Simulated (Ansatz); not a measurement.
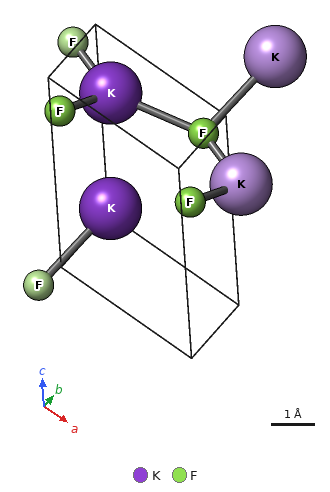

**Figure 1.** The input geometry (ball-and-stick view of the cell of the calculation, set on other vectors, seen slightly off an axis; neighbours outside the cell are drawn fainter).

## KF: geometry relaxation (part 1 of 2)

The run: geometry relaxation of KF (P1, 4 atoms in the cell). Method and program: DFT PBE, scalar-relativistic, plane waves, PAW, no spin polarisation (Ansatz 0.2.0).

The structure was built on a prototype by a generator; it need not be a known phase. It belongs to a series of runs on one base structure; here: random cell without symmetry.

**What the program printed**
```
Engine: ansatz 0.2.0, x86_64-unknown-linux-gnu
Pseudopotentials: kind: paw
Pseudopotential: K, paw, valence charge 9, recommended cutoff 420 eV (normal), K.paw.azcp
Pseudopotential: F, paw, valence charge 7, recommended cutoff 420 eV (normal), F.paw.azcp
Functional definition: PBE
  parameter kappa = 0.804
  parameter beta = 0.06672455060314922
  exchange = pbe_x(kappa = kappa, mu = beta*pi^2/3)
  correlation = pbe_c(beta = beta)
Crystal: 4 atoms, lattice volume = 87.225 Å³
Basis set: ecut = 420 eV, 1699 PW (Γ), exchange–correlation on 60×80×72 points (8 copies of the dense FFT grid, shifted against one another)
Bands: 20, of which v1, the nominal top of the filled ones, is band 16 counted from 1 (15 counted from 0)
Symmetry: 1 space group operations
Space group: P1 (ITA 1), of the structure as read, at distance tolerance 4.4e-5 Å
k-points: 52 of 96 (time reversal used)
Non-local potential: K, projectors of the file, l = 0: 3, l = 1: 2, l = 2: 2
Non-local potential: F, projectors of the file, l = 0: 2, l = 1: 2, l = 2: 1
PAW form: soft (Blöchl's): semilocal exchange-correlation on the pseudo side does not see the compensation charge
PAW one-centre angular grid: K, 110 points (default); XC on 64 Gauss nodes
PAW one-centre angular grid: F, 110 points (default); XC on 64 Gauss nodes
Initial density: superposition of atomic densities (neutral atoms: chi_scale 0, normalization atom), corrected by the library's trained network
Initial wavefunctions: pseudopotential atomic-orbital guess
Functional: x = pbe(κ = 0.804, μ = 0.2195149727645171), c = pbe(β = 0.06672455060314922)
SCF iter   1: F=—  HF=-4692.571520 eV  |F-HF|=—  |Δ(HF+E_count)|=         —  Δρ=4.61e-3  dr2=1.05e-2  ethr=1.77e-3  ⟨swp⟩=6.4  Hψ=5878  notcnv=0
preconditioner: auto → none  [insulator: Δε(μ)=2.697 eV  Ē_g=14.983 eV  σ=0.100 eV  W_gap=1.00  n_scr=14 (ndim 8)  ℏωp=21.0 eV  f_vac=0.293  D(μ)=0.00/eV (n_scr^D=0)  ε∞_Penn≈3.0]
SCF iter   2: F=—  HF=-4692.570866 eV  |F-HF|=—  |Δ(HF+E_count)|=   6.53e-4  Δρ=1.98e-3  dr2=1.51e-3  ethr=3.27e-5  ⟨swp⟩=2.0  Hψ=2040  notcnv=0
SCF iter   3: F=—  HF=-4692.571673 eV  |F-HF|=—  |Δ(HF+E_count)|=   8.07e-4  Δρ=1.18e-3  dr2=7.50e-4  ethr=4.72e-6  ⟨swp⟩=2.0  Hψ=1722  notcnv=0
SCF iter   4: F=—  HF=-4692.571713 eV  |F-HF|=—  |Δ(HF+E_count)|=   3.98e-5  Δρ=3.46e-4  dr2=5.72e-5  ethr=2.34e-6  ⟨swp⟩=2.0  Hψ=1716  notcnv=0
SCF iter   5: F=—  HF=-4692.571752 eV  |F-HF|=—  |Δ(HF+E_count)|=   3.86e-5  Δρ=7.10e-5  dr2=2.13e-6  ethr=1.79e-7  ⟨swp⟩=2.0  Hψ=1716  notcnv=0
SCF iter   6: F=—  HF=-4692.571755 eV  |F-HF|=—  |Δ(HF+E_count)|=   3.36e-6  Δρ=3.87e-5  dr2=9.52e-7  ethr=6.67e-9  ⟨swp⟩=2.0  Hψ=1768  notcnv=0
SCF iter   7: F=-4692.571755 eV  HF=-4692.571755 eV  |F-HF|=3.86e-8  |Δ(HF+E_count)|=   1.04e-7  Δρ=7.42e-6  dr2=1.78e-8  ethr=3.13e-10  ⟨swp⟩=3.2  Hψ=4755  notcnv=0
SCF 1 converged in 7 iterations: F = -4692.571755 eV  dr2 = 1.78e-8
  greatest PAW one-centre occupation: 0.988 electrons in one spin orbital (limit 2), on the K atom at site 0 (counted from 0), in its partial waves of l = 0
relax step   1: F+E_penalty+E_count = -4692.57175516 eV  Δ(F+E_penalty+E_count) = +0.000e0 eV  max|allowed force component| = 1.058e1 eV/Å  Δτ_max = 0.0000 Å  P = +17.649 GPa  Ω = 87.225 Å³  (7 SCF iters, dr2 threshold 1.00e-7 eV, accepted)
Crystal: 4 atoms, lattice volume = 92.644 Å³
Basis set: ecut = 420 eV, 1803 PW (Γ), exchange–correlation on 60×80×72 points (8 copies of the dense FFT grid, shifted against one another)
Initial density: handed on by an earlier stage of this run
Initial wavefunctions: those handed on with the density
iter 1 solved again at ethr=1.49e-3 eV; its pass at ethr=3.10e-3 eV (dr2=4.78e-1 eV) is discarded
SCF iter   1: F=—  HF=-4695.065666 eV  |F-HF|=—  |Δ(HF+E_count)|=         —  Δρ=2.54e-2  dr2=4.78e-1  ethr=1.49e-3  ⟨swp⟩=1.0  Hψ=6952  notcnv=0
preconditioner: auto → none  [insulator: Δε(μ)=3.625 eV  Ē_g=15.018 eV  σ=0.100 eV  W_gap=1.00  n_scr=14 (ndim 8)  ℏωp=20.4 eV  f_vac=0.300  D(μ)=0.00/eV (n_scr^D=0)  ε∞_Penn≈2.8]
SCF iter   2: F=—  HF=-4694.881124 eV  |F-HF|=—  |Δ(HF+E_count)|=   1.85e-1  Δρ=9.26e-3  dr2=2.22e-2  ethr=1.49e-3  ⟨swp⟩=2.1  Hψ=1730  notcnv=0
SCF iter   3: F=—  HF=-4694.879600 eV  |F-HF|=—  |Δ(HF+E_count)|=   1.52e-3  Δρ=3.65e-3  dr2=2.52e-3  ethr=6.94e-5  ⟨swp⟩=2.0  Hψ=1430  notcnv=0
SCF iter   4: F=—  HF=-4694.880548 eV  |F-HF|=—  |Δ(HF+E_count)|=   9.48e-4  Δρ=8.33e-4  dr2=1.72e-4  ethr=7.88e-6  ⟨swp⟩=2.7  Hψ=1776  notcnv=0
SCF iter   5: F=—  HF=-4694.880611 eV  |F-HF|=—  |Δ(HF+E_count)|=   6.37e-5  Δρ=4.48e-4  dr2=1.20e-4  ethr=5.36e-7  ⟨swp⟩=2.0  Hψ=1768  notcnv=0
SCF iter   6: F=—  HF=-4694.880582 eV  |F-HF|=—  |Δ(HF+E_count)|=   2.98e-5  Δρ=5.79e-5  dr2=1.05e-6  ethr=3.74e-7  ⟨swp⟩=2.0  Hψ=1768  notcnv=0
SCF iter   7: F=-4694.880582 eV  HF=-4694.880582 eV  |F-HF|=2.45e-8  |Δ(HF+E_count)|=   1.40e-7  Δρ=1.48e-5  dr2=6.18e-8  ethr=1.25e-9  ⟨swp⟩=6.0  Hψ=4857  notcnv=0
SCF 2 converged in 7 iterations: F = -4694.880582 eV  dr2 = 6.18e-8
[... from here on the iterations of each SCF are left out, up to the last one ...]
relax step   2: F+E_penalty+E_count = -4694.88058171 eV  Δ(F+E_penalty+E_count) = -2.309e0 eV  max|allowed force component| = 4.191e0 eV/Å  Δτ_max = 0.1982 Å  P = +7.492 GPa  Ω = 92.644 Å³  energy of the carried Pulay correction = -8.341e-3 eV  (7 SCF iters, dr2 threshold 4.00e-7 eV, accepted)
Crystal: 4 atoms, lattice volume = 94.913 Å³
Basis set: ecut = 420 eV, 1849 PW (Γ), exchange–correlation on 60×80×72 points (8 copies of the dense FFT grid, shifted against one another)
preconditioner: auto → none  [insulator: Δε(μ)=3.858 eV  Ē_g=15.080 eV  σ=0.100 eV  W_gap=1.00  n_scr=14 (ndim 8)  ℏωp=20.2 eV  f_vac=0.286  D(μ)=0.00/eV (n_scr^D=0)  ε∞_Penn≈2.8]
SCF 3 converged in 7 iterations: F = -4695.826314 eV  dr2 = 3.97e-7
relax step   3: F+E_penalty+E_count = -4695.82631353 eV  Δ(F+E_penalty+E_count) = -9.457e-1 eV  max|allowed force component| = 1.327e0 eV/Å  Δτ_max = 0.1936 Å  P = +2.676 GPa  Ω = 94.913 Å³  energy of the carried Pulay correction = -1.169e-2 eV  (7 SCF iters, dr2 threshold 4.00e-7 eV, accepted)
Crystal: 4 atoms, lattice volume = 91.387 Å³
Basis set: ecut = 420 eV, 1797 PW (Γ), exchange–correlation on 60×80×72 points (8 copies of the dense FFT grid, shifted against one another)
preconditioner: auto → none  [insulator: Δε(μ)=4.130 eV  Ē_g=15.245 eV  σ=0.100 eV  W_gap=1.00  n_scr=14 (ndim 8)  ℏωp=20.6 eV  f_vac=0.248  D(μ)=0.00/eV (n_scr^D=0)  ε∞_Penn≈2.8]
SCF 4 converged in 7 iterations: F = -4696.298483 eV  dr2 = 2.60e-7
relax step   4: F+E_penalty+E_count = -4696.29848323 eV  Δ(F+E_penalty+E_count) = -4.722e-1 eV  max|allowed force component| = 8.434e-1 eV/Å  Δτ_max = 0.2000 Å  P = +1.314 GPa  Ω = 91.387 Å³  energy of the carried Pulay correction = -6.450e-3 eV  (7 SCF iters, dr2 threshold 4.00e-7 eV, accepted)
Crystal: 4 atoms, lattice volume = 88.306 Å³
Basis set: ecut = 420 eV, 1723 PW (Γ), exchange–correlation on 60×80×72 points (8 copies of the dense FFT grid, shifted against one another)
preconditioner: auto → none  [insulator: Δε(μ)=4.585 eV  Ē_g=15.476 eV  σ=0.100 eV  W_gap=1.00  n_scr=16 (ndim 8)  ℏωp=20.9 eV  f_vac=0.212  D(μ)=0.00/eV (n_scr^D=0)  ε∞_Penn≈2.8]
SCF 5 converged in 7 iterations: F = -4696.648609 eV  dr2 = 1.97e-7
relax step   5: F+E_penalty+E_count = -4696.64860939 eV  Δ(F+E_penalty+E_count) = -3.501e-1 eV  max|allowed force component| = 5.387e-1 eV/Å  Δτ_max = 0.1995 Å  P = +0.024 GPa  Ω = 88.306 Å³  energy of the carried Pulay correction = -1.706e-3 eV  (7 SCF iters, dr2 threshold 4.00e-7 eV, accepted)
Crystal: 4 atoms, lattice volume = 84.401 Å³
Basis set: ecut = 420 eV, 1643 PW (Γ), exchange–correlation on 60×80×72 points (8 copies of the dense FFT grid, shifted against one another)
preconditioner: auto → none  [insulator: Δε(μ)=4.920 eV  Ē_g=15.712 eV  σ=0.100 eV  W_gap=1.00  n_scr=16 (ndim 8)  ℏωp=21.4 eV  f_vac=0.171  D(μ)=0.00/eV (n_scr^D=0)  ε∞_Penn≈2.9]
SCF 6 converged in 7 iterations: F = -4696.872590 eV  dr2 = 2.02e-7
relax step   6: F+E_penalty+E_count = -4696.87259044 eV  Δ(F+E_penalty+E_count) = -2.240e-1 eV  max|allowed force component| = 3.966e-1 eV/Å  Δτ_max = 0.1952 Å  P = -0.292 GPa  Ω = 84.401 Å³  energy of the carried Pulay correction = +4.554e-3 eV  (7 SCF iters, dr2 threshold 4.00e-7 eV, accepted)
Crystal: 4 atoms, lattice volume = 81.228 Å³
Basis set: ecut = 420 eV, 1587 PW (Γ), exchange–correlation on 60×80×72 points (8 copies of the dense FFT grid, shifted against one another)
preconditioner: auto → none  [insulator: Δε(μ)=5.210 eV  Ē_g=15.896 eV  σ=0.100 eV  W_gap=1.00  n_scr=16 (ndim 8)  ℏωp=21.8 eV  f_vac=0.139  D(μ)=0.00/eV (n_scr^D=0)  ε∞_Penn≈2.9]
SCF 7 converged in 7 iterations: F = -4697.022789 eV  dr2 = 1.15e-7
relax step   7: F+E_penalty+E_count = -4697.02278868 eV  Δ(F+E_penalty+E_count) = -1.502e-1 eV  max|allowed force component| = 3.110e-1 eV/Å  Δτ_max = 0.2000 Å  P = -0.276 GPa  Ω = 81.228 Å³  energy of the carried Pulay correction = +9.854e-3 eV  (7 SCF iters, dr2 threshold 4.00e-7 eV, accepted)
Crystal: 4 atoms, lattice volume = 79.049 Å³
Basis set: ecut = 420 eV, 1541 PW (Γ), exchange–correlation on 60×80×72 points (8 copies of the dense FFT grid, shifted against one another)
preconditioner: auto → none  [insulator: Δε(μ)=5.456 eV  Ē_g=16.038 eV  σ=0.100 eV  W_gap=1.00  n_scr=16 (ndim 8)  ℏωp=22.1 eV  f_vac=0.120  D(μ)=0.00/eV (n_scr^D=0)  ε∞_Penn≈2.9]
SCF 8 converged in 7 iterations: F = -4697.133368 eV  dr2 = 1.06e-7
relax step   8: F+E_penalty+E_count = -4697.13336776 eV  Δ(F+E_penalty+E_count) = -1.106e-1 eV  max|allowed force component| = 1.552e-1 eV/Å  Δτ_max = 0.2000 Å  P = -0.070 GPa  Ω = 79.049 Å³  energy of the carried Pulay correction = +1.361e-2 eV  (7 SCF iters, dr2 threshold 4.00e-7 eV, accepted)
Crystal: 4 atoms, lattice volume = 79.126 Å³
Basis set: ecut = 420 eV, 1533 PW (Γ), exchange–correlation on 60×80×72 points (8 copies of the dense FFT grid, shifted against one another)
preconditioner: auto → none  [insulator: Δε(μ)=5.637 eV  Ē_g=16.110 eV  σ=0.100 eV  W_gap=1.00  n_scr=16 (ndim 8)  ℏωp=22.1 eV  f_vac=0.131  D(μ)=0.00/eV (n_scr^D=0)  ε∞_Penn≈2.9]
SCF 9 converged in 7 iterations: F = -4697.185682 eV  dr2 = 9.03e-8
relax step   9: F+E_penalty+E_count = -4697.18568240 eV  Δ(F+E_penalty+E_count) = -5.231e-2 eV  max|allowed force component| = 2.035e-2 eV/Å  Δτ_max = 0.1432 Å  P = +0.073 GPa  Ω = 79.126 Å³  energy of the carried Pulay correction = +1.348e-2 eV  (7 SCF iters, dr2 threshold 4.00e-7 eV, accepted)
Crystal: 4 atoms, lattice volume = 79.173 Å³
Basis set: ecut = 420 eV, 1545 PW (Γ), exchange–correlation on 60×80×72 points (8 copies of the dense FFT grid, shifted against one another)
preconditioner: auto → none  [insulator: Δε(μ)=5.663 eV  Ē_g=16.126 eV  σ=0.100 eV  W_gap=1.00  n_scr=16 (ndim 8)  ℏωp=22.1 eV  f_vac=0.138  D(μ)=0.00/eV (n_scr^D=0)  ε∞_Penn≈2.9]
SCF 10 converged in 6 iterations: F = -4697.214373 eV  dr2 = 2.18e-7
relax step  10: F+E_penalty+E_count = -4697.21437251 eV  Δ(F+E_penalty+E_count) = -2.869e-2 eV  max|allowed force component| = 3.423e-2 eV/Å  Δτ_max = 0.0601 Å  P = -0.211 GPa  Ω = 79.173 Å³  energy of the carried Pulay correction = +1.340e-2 eV  (6 SCF iters, dr2 threshold 4.00e-7 eV, accepted)
Crystal: 4 atoms, lattice volume = 77.803 Å³
Basis set: ecut = 420 eV, 1523 PW (Γ), exchange–correlation on 60×80×72 points (8 copies of the dense FFT grid, shifted against one another)
preconditioner: auto → none  [insulator: Δε(μ)=5.671 eV  Ē_g=16.169 eV  σ=0.100 eV  W_gap=1.00  n_scr=16 (ndim 8)  ℏωp=22.3 eV  f_vac=0.129  D(μ)=0.00/eV (n_scr^D=0)  ε∞_Penn≈2.9]
SCF 11 converged in 6 iterations: F = -4697.252235 eV  dr2 = 8.65e-8
relax step  11: F+E_penalty+E_count = -4697.25223486 eV  Δ(F+E_penalty+E_count) = -3.786e-2 eV  max|allowed force component| = 2.811e-2 eV/Å  Δτ_max = 0.0729 Å  P = -0.336 GPa  Ω = 77.803 Å³  energy of the carried Pulay correction = +1.580e-2 eV  (6 SCF iters, dr2 threshold 4.00e-7 eV, accepted)
Crystal: 4 atoms, lattice volume = 75.390 Å³
Basis set: ecut = 420 eV, 1457 PW (Γ), exchange–correlation on 60×80×72 points (8 copies of the dense FFT grid, shifted against one another)
preconditioner: auto → none  [insulator: Δε(μ)=5.800 eV  Ē_g=16.272 eV  σ=0.100 eV  W_gap=1.00  n_scr=16 (ndim 8)  ℏωp=22.6 eV  f_vac=0.118  D(μ)=0.00/eV (n_scr^D=0)  ε∞_Penn≈2.9]
SCF 12 converged in 6 iterations: F = -4697.259581 eV  dr2 = 1.22e-7
relax step  12: F+E_penalty+E_count = -4697.25958101 eV  Δ(F+E_penalty+E_count) = -7.346e-3 eV  max|allowed force component| = 7.926e-2 eV/Å  Δτ_max = 0.0671 Å  P = +0.677 GPa  Ω = 75.390 Å³  energy of the carried Pulay correction = +2.015e-2 eV  (6 SCF iters, dr2 threshold 4.00e-7 eV, accepted)
Crystal: 4 atoms, lattice volume = 76.714 Å³
Basis set: ecut = 420 eV, 1475 PW (Γ), exchange–correlation on 60×80×72 points (8 copies of the dense FFT grid, shifted against one another)
preconditioner: auto → none  [insulator: Δε(μ)=5.867 eV  Ē_g=16.275 eV  σ=0.100 eV  W_gap=1.00  n_scr=16 (ndim 8)  ℏωp=22.4 eV  f_vac=0.128  D(μ)=0.00/eV (n_scr^D=0)  ε∞_Penn≈2.9]
SCF 13 converged in 6 iterations: F = -4697.268492 eV  dr2 = 6.63e-8
relax step  13: F+E_penalty+E_count = -4697.26849200 eV  Δ(F+E_penalty+E_count) = -8.911e-3 eV  max|allowed force component| = 5.391e-3 eV/Å  Δτ_max = 0.0360 Å  P = +0.053 GPa  Ω = 76.714 Å³  energy of the carried Pulay correction = +1.775e-2 eV  (6 SCF iters, dr2 threshold 4.00e-7 eV, accepted)
Basis set: ecut = 420 eV, 1475 PW (Γ), exchange–correlation on 54×72×72 points (8 copies of the dense FFT grid, shifted against one another)
Initial wavefunctions: pseudopotential atomic-orbital guess (no wavefunctions were taken with the density)
preconditioner: auto → none  [insulator: Δε(μ)=5.825 eV  Ē_g=16.259 eV  σ=0.100 eV  W_gap=1.00  n_scr=16 (ndim 8)  ℏωp=22.4 eV  f_vac=0.126  D(μ)=0.00/eV (n_scr^D=0)  ε∞_Penn≈2.9]
SCF 14 converged in 6 iterations: F = -4697.315482 eV  dr2 = 6.35e-10
relax step  14: F+E_penalty+E_count = -4697.31548217 eV  Δ(F+E_penalty+E_count) = -4.699e-2 eV  max|allowed force component| = 5.345e-3 eV/Å  Δτ_max = 0.0000 Å  P = +0.776 GPa  Ω = 76.714 Å³  stress off target by 2.34e0 GPa  SCF on the basis re-selected at this cell (its energy is not comparable with the rows above)  (6 SCF iters)
basis re-selected at this cell: Δ(F+E_penalty+E_count) = -4.699e-2 eV, ΔP = +0.723 GPa vs the last step (what re-selecting the basis moved, of the pressure what is left beyond the Pulay correction that the steps carried, after the strain that the cell walked since its last selection, with what the two solves' SCF thresholds leave and, on support functions, any second-order correction that the steps lacked; it is no measure of the basis error at this ecutwfc). The dense FFT grid was sized anew with the basis: this SCF ran on 27×36×36 points, the steps before it on 30×40×36, so part of this shift can come from that change (see relax.cell in the input reference). This SCF's stress stands 2.34e0 GPa from its target on what of the cell is left free (relax.cell.stress_tol is 4.00e-1 GPa) and its largest allowed force component is 5.35e-3 eV/Å (relax.f_tol is 4.00e-2 eV/Å): not within both, so this SCF does not close the relaxation
Crystal: 4 atoms, lattice volume = 77.691 Å³
Basis set: ecut = 420 eV, 1515 PW (Γ), exchange–correlation on 54×72×72 points (8 copies of the dense FFT grid, shifted against one another)
preconditioner: auto → none  [insulator: Δε(μ)=5.785 eV  Ē_g=16.247 eV  σ=0.100 eV  W_gap=1.00  n_scr=16 (ndim 8)  ℏωp=22.3 eV  f_vac=0.134  D(μ)=0.00/eV (n_scr^D=0)  ε∞_Penn≈2.9]
SCF 15 converged in 6 iterations: F = -4697.341571 eV  dr2 = 2.75e-8
relax step  15: F+E_penalty+E_count = -4697.34157065 eV  Δ(F+E_penalty+E_count) = -2.609e-2 eV  max|allowed force component| = 1.657e-3 eV/Å  Δτ_max = 0.0232 Å  P = +0.467 GPa  Ω = 77.691 Å³  energy of the carried Pulay correction = -1.871e-3 eV  (6 SCF iters, dr2 threshold 4.00e-7 eV, accepted)
Crystal: 4 atoms, lattice volume = 78.866 Å³
Basis set: ecut = 420 eV, 1539 PW (Γ), exchange–correlation on 54×72×72 points (8 copies of the dense FFT grid, shifted against one another)
preconditioner: auto → none  [insulator: Δε(μ)=5.720 eV  Ē_g=16.203 eV  σ=0.100 eV  W_gap=1.00  n_scr=16 (ndim 8)  ℏωp=22.1 eV  f_vac=0.139  D(μ)=0.00/eV (n_scr^D=0)  ε∞_Penn≈2.9]
SCF 16 converged in 5 iterations: F = -4697.343591 eV  dr2 = 2.23e-7
relax step  16: F+E_penalty+E_count = -4697.34359097 eV  Δ(F+E_penalty+E_count) = -2.020e-3 eV  max|allowed force component| = 1.416e-3 eV/Å  Δτ_max = 0.0097 Å  P = -0.067 GPa  Ω = 78.866 Å³  energy of the carried Pulay correction = -4.066e-3 eV  (5 SCF iters, dr2 threshold 4.00e-7 eV, accepted)
Basis set: ecut = 420 eV, 1539 PW (Γ), exchange–correlation on 50×72×72 points (8 copies of the dense FFT grid, shifted against one another)
preconditioner: auto → none  [insulator: Δε(μ)=5.681 eV  Ē_g=16.185 eV  σ=0.100 eV  W_gap=1.00  n_scr=16 (ndim 8)  ℏωp=22.1 eV  f_vac=0.139  D(μ)=0.00/eV (n_scr^D=0)  ε∞_Penn≈2.9]
SCF 17 converged in 6 iterations: F = -4697.354529 eV  dr2 = 3.49e-11
relax step  17: F+E_penalty+E_count = -4697.35452926 eV  Δ(F+E_penalty+E_count) = -1.094e-2 eV  max|allowed force component| = 1.668e-3 eV/Å  Δτ_max = 0.0000 Å  P = +0.171 GPa  Ω = 78.866 Å³  stress off target by 5.21e-1 GPa  SCF on the basis re-selected at this cell (its energy is not comparable with the rows above)  (6 SCF iters)
basis re-selected at this cell: Δ(F+E_penalty+E_count) = -1.094e-2 eV, ΔP = +0.238 GPa vs the last step (what re-selecting the basis moved, of the pressure what is left beyond the Pulay correction that the steps carried, after the strain that the cell walked since its last selection, with what the two solves' SCF thresholds leave and, on support functions, any second-order correction that the steps lacked; it is no measure of the basis error at this ecutwfc). The dense FFT grid was sized anew with the basis: this SCF ran on 25×36×36 points, the steps before it on 27×36×36, so part of this shift can come from that change (see relax.cell in the input reference). This SCF's stress stands 5.21e-1 GPa from its target on what of the cell is left free (relax.cell.stress_tol is 4.00e-1 GPa) and its largest allowed force component is 1.67e-3 eV/Å (relax.f_tol is 4.00e-2 eV/Å): not within both, so this SCF does not close the relaxation
Crystal: 4 atoms, lattice volume = 79.263 Å³
Basis set: ecut = 420 eV, 1547 PW (Γ), exchange–correlation on 50×72×72 points (8 copies of the dense FFT grid, shifted against one another)
preconditioner: auto → none  [insulator: Δε(μ)=5.668 eV  Ē_g=16.175 eV  σ=0.100 eV  W_gap=1.00  n_scr=16 (ndim 8)  ℏωp=22.1 eV  f_vac=0.142  D(μ)=0.00/eV (n_scr^D=0)  ε∞_Penn≈2.9]
SCF 18 converged in 5 iterations: F = -4697.355635 eV  dr2 = 1.25e-7
relax step  18: F+E_penalty+E_count = -4697.35563516 eV  Δ(F+E_penalty+E_count) = -1.106e-3 eV  max|allowed force component| = 4.351e-4 eV/Å  Δτ_max = 0.0061 Å  P = +0.035 GPa  Ω = 79.263 Å³  energy of the carried Pulay correction = -7.661e-4 eV  (5 SCF iters, dr2 threshold 4.00e-7 eV, accepted)
iter 1 solved again at ethr=3.84e-7 eV; its pass at ethr=3.10e-3 eV (dr2=1.23e-4 eV) is discarded
SCF iter   1: F=—  HF=-4697.356516 eV  |F-HF|=—  |Δ(HF+E_count)|=         —  Δρ=8.30e-5  dr2=7.01e-7  ethr=3.84e-7  ⟨swp⟩=3.0  Hψ=7351  notcnv=0
preconditioner: auto → none  [insulator: Δε(μ)=5.654 eV  Ē_g=16.169 eV  σ=0.100 eV  W_gap=1.00  n_scr=16 (ndim 8)  ℏωp=22.1 eV  f_vac=0.142  D(μ)=0.00/eV (n_scr^D=0)  ε∞_Penn≈2.9]
SCF iter   2: F=—  HF=-4697.356611 eV  |F-HF|=—  |Δ(HF+E_count)|=   9.53e-5  Δρ=3.90e-5  dr2=1.65e-7  ethr=2.19e-9  ⟨swp⟩=2.0  Hψ=1872  notcnv=0
SCF iter   3: F=—  HF=-4697.356617 eV  |F-HF|=—  |Δ(HF+E_count)|=   6.22e-6  Δρ=1.45e-5  dr2=8.27e-8  ethr=5.14e-10  ⟨swp⟩=2.0  Hψ=1768  notcnv=0
SCF iter   4: F=—  HF=-4697.356617 eV  |F-HF|=—  |Δ(HF+E_count)|=   1.61e-7  Δρ=3.20e-6  dr2=3.89e-9  ethr=2.59e-10  ⟨swp⟩=2.0  Hψ=1768  notcnv=0
SCF iter   5: F=-4697.356617 eV  HF=-4697.356617 eV  |F-HF|=7.96e-10  |Δ(HF+E_count)|=   4.39e-9  Δρ=8.88e-7  dr2=1.77e-10  ethr=8.00e-12  ⟨swp⟩=4.1  Hψ=3331  notcnv=0
SCF 19 converged in 5 iterations: F = -4697.356617 eV  dr2 = 1.77e-10
relax step  19: F+E_penalty+E_count = -4697.35661743 eV  Δ(F+E_penalty+E_count) = -9.823e-4 eV  max|allowed force component| = 4.798e-4 eV/Å  Δτ_max = 0.0000 Å  P = +0.045 GPa  Ω = 79.263 Å³  stress off target by 1.66e-1 GPa  SCF on the basis re-selected at this cell (its energy is not comparable with the rows above)  (5 SCF iters)
```

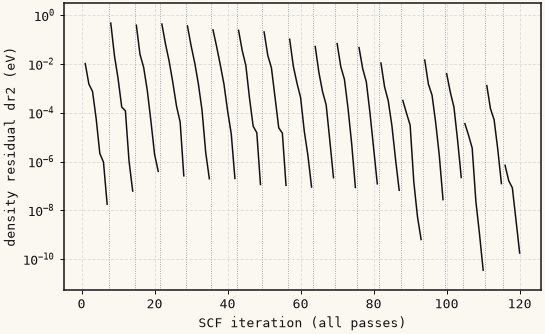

**Figure 2.** Convergence of the self-consistent field: density residual dr2 against the SCF iteration. The dotted lines part the SCF passes of the relaxation: geometry steps, rejected trials and re-solves on a re-selected basis. The 19 passes take 5 to 7 iterations each, 120 in all.
